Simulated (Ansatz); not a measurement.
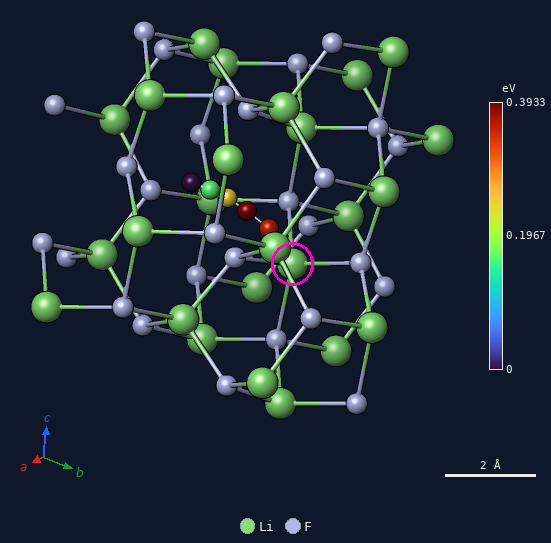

A search for the minimum-energy path of a defect cell of composition Li$_{7}$F$_{8}$ (cell charge −1) with a Li vacancy (15 atoms in the cell) by the nudged elastic band. Images are numbered from 0 (start) to 6 (end). The start is drawn whole; smaller spheres mark the moving atoms (Li) in the later images, joined by lines and coloured by the energy of the image relative to the start. The picture is a ball-and-stick view of the atoms within 5.1 Å of the middle of the path, seen slightly off an axis. The moving atom is ringed, with any periodic copies. Bonds to atoms that aren't drawn are left out.

Theory: DFT PBE, scalar-relativistic, plane waves, PAW (Ansatz 0.2.0). Settings: plane-wave cutoff 420 eV; k-point mesh 4 × 4 × 4; Gaussian smearing 0.05 eV; 5 movable images; no climbing image; force threshold 0.05 eV/Å; iteration limit 60.

Question: Describe the path and its energy.

Answer: It is a vacancy jump: a nearby atom moves into the empty site and leaves its own site empty. A Li atom travels furthest, 3.03 Å from end to end, roughly along [0 −3 1], on a path that bends up to 0.40 Å away from the straight line. At the highest image its nearest neighbour (F) is 1.79 Å away, against 1.83 Å at the start, and the surrounding atoms stand up to 0.49 Å off the mean of their end positions. The two ends have the same energy, and the highest point, image 3, lies 0.39 eV above the start. The band converged in 11 iterations. The largest component of the band force went from 12 to 0.034 eV/Å. No image climbed, so the highest image needn't lie on the saddle point, and the true maximum along this path can be higher.

Limits of the set-up: the periodic images lie only 5.8 Å apart, so the values are limited by the cell's size; the cell is charged, on a uniform background, and energies carry no finite-size correction.

Cost: 8.2 min on 4 threads of Arm Neoverse V1, with other jobs on the host, peak memory 1.6 GiB.
